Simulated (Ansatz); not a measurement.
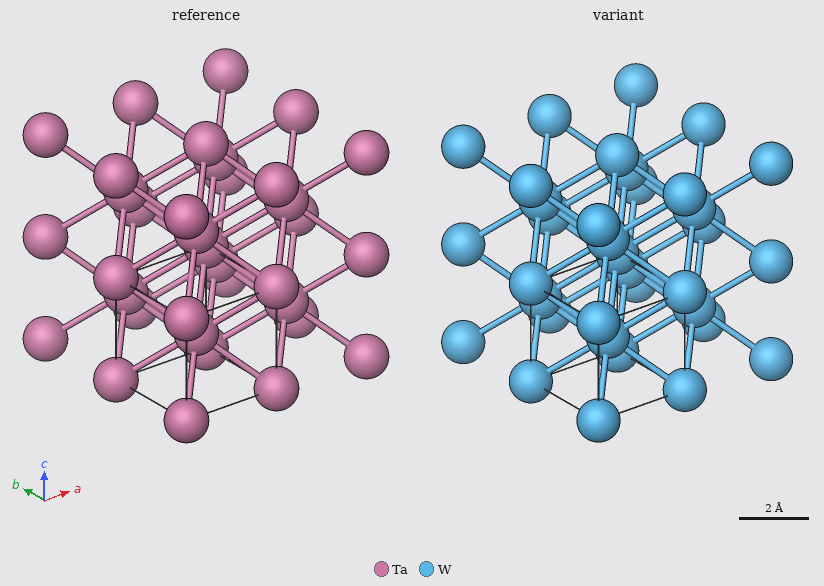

Left: crystalline Ta (set up in Im-3m). Right: the same structure after one change, at the same scale. Style: ball-and-stick. Shown: the conventional cell (2 times the calculation's cell), repeated 2 × 2 × 2 with one cell outlined, from a free direction. Lengths and directions refer to the drawn axes.

These are results of Ansatz 0.2.0, DFT PBE, scalar-relativistic, plane waves, PAW, not measurements. Set-up: plane-wave cutoff 420 eV; k-point mesh 18 × 18 × 18; occupations gaussian; smearing width 0.1 eV; no spin polarisation.

Question: What was changed?

Answer: Every tantalum atom is replaced by tungsten, which gives W. Cell and atoms are relaxed again (to zero pressure within 0.1 GPa, forces under 0.01 eV/Å).

Question: What does the change do?

Answer: The volume per atom goes from 18.28 to 16.13 Å³. Cell: a = b = c 3.319 → 3.184 Å (−4.1 %). Volume −11.8 %. The space group stays Im-3m (No. 229). It is metallic before and after.
